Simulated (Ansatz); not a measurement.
# ZnGa₂O₄: what the fields show

ZnGa₂O₄, 56 atoms, a = 8.45 Å, b = 8.45 Å, c = 8.45 Å, α = 90.00°, β = 90.00°, γ = 90.00°.

Space group Fd-3m; a structure from a database of computed crystals, not necessarily the ambient phase.

Theory: DFT PBE, scalar-relativistic, plane waves, PAW in Ansatz 0.2.0.

The density is the valence pseudo-density of a PAW calculation; it isn't the true density close to the nuclei.

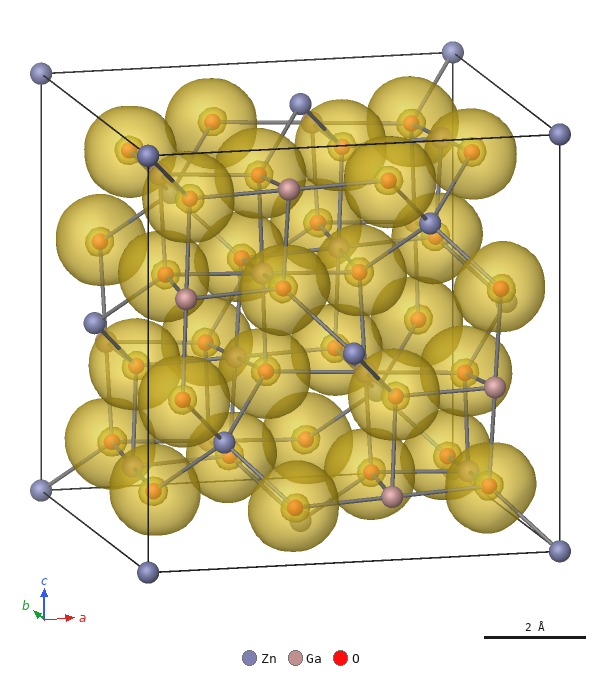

Figure 1. Isosurface of the electron localisation function at 0.6 (yellow), seen slightly off an axis. Core shells and regions of very low density are left out. Sticks mark near contacts.

Question: Describe the localisation domains.

Answer: At this value the surface marks out 32 regions wrapped around O (the valence shell of each), counted in one cell of 56 atoms. Any copies at cell faces, edges or corners count once.


Zn–O (2.00 Å): the ELF peaks at about 0.85 in the valence shell of O, 0.6 Å from its nucleus, and is about 0.25 at the midpoint: no shared electron pair shows on this line. Ga–O (2.02 Å): the ELF peaks at about 0.85 in the valence shell of O, 0.6 Å from its nucleus, and is about 0.30 at the midpoint.

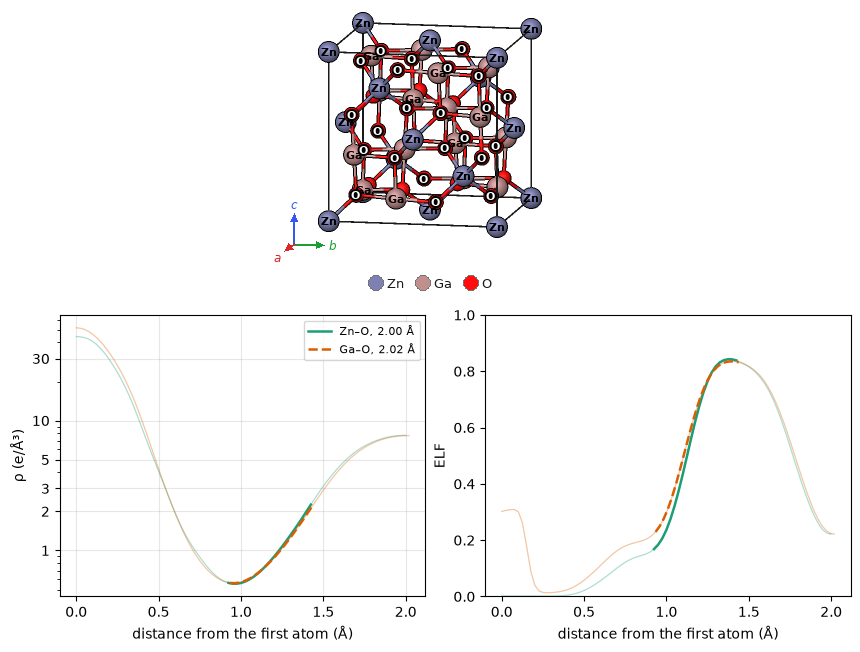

Figure 2. Valence charge density (pseudo) and ELF along straight lines between neighbouring atoms. Thin, pale parts lie inside the atomic spheres. The structure is drawn too.

Question: What can be read from the curves?

Answer: Zn–O (2.00 Å): ρ at the midpoint is about 0.56 e/Å³; the ELF peaks at about 0.85 in the valence shell of O, 0.6 Å from its nucleus, and is about 0.25 at the midpoint (no shared electron pair shows on this line).
Ga–O (2.02 Å): the density is about 0.57 e/Å³ at the midpoint; the ELF peaks at about 0.85 in the valence shell of O, 0.6 Å from its nucleus, and is about 0.30 at the midpoint.

Question: Does the calculation give a band gap?

Answer: It is gapped, with a Kohn–Sham gap of 2.3 eV on the k-point mesh (the band edges may lie off the mesh, which would make the gap smaller).
